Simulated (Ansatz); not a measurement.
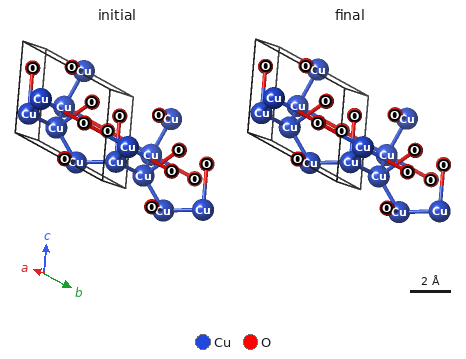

The structure of a crystal of CuO (a generated structure, set up in I4_132) (coarse preliminary run) before (left) and after (right) a relaxation, at one scale.

The picture is a ball-and-stick view of the cell of the calculation, repeated 1 × 2 × 1 with one cell outlined, seen from a free direction.

Level of theory: DFT PBE, scalar-relativistic, plane waves, PAW in Ansatz 0.2.0. (plane-wave cutoff 420 eV; k-point mesh 4 × 4 × 4; occupations gaussian; smearing width 0.1 eV; collinear spin; cell and atoms relaxed; force threshold 0.04 eV/Å; at most 70 steps)

Describe what moved and what it gained.

Answer. No atom moves by more than 0.005 Å relative to the cell. Cell: a = b = c 5.099 → 5.211 Å (+2.2 %). Volume +6.7 %. Near-neighbour distances that change, for instance: Cu–O 2.550 → 2.606 Å, Cu–Cu 2.082 → 2.127 Å. The space group stays I4_132 (No. 214). After 3 accepted moves (5 points after the start) the energy has fallen by 0.128 eV per cell of the calculation. All forces vanish by symmetry, so only the cell relaxes. Pressure: 6.29 GPa at the start and 0.05 GPa at the end. The SCF was repeated twice at an unchanged geometry on a basis and grid sized afresh for the cell, which shifted the energy by 28.7 meV per cell of the calculation at most. The program noted that the starting moments weren't kept. Cost: 58 s on 1 thread of Intel(R) Xeon(R) Platinum 8259CL CPU @ 2.50GHz (Skylake/Cascade Lake), with other jobs on the host, peak memory 0.47 GiB.
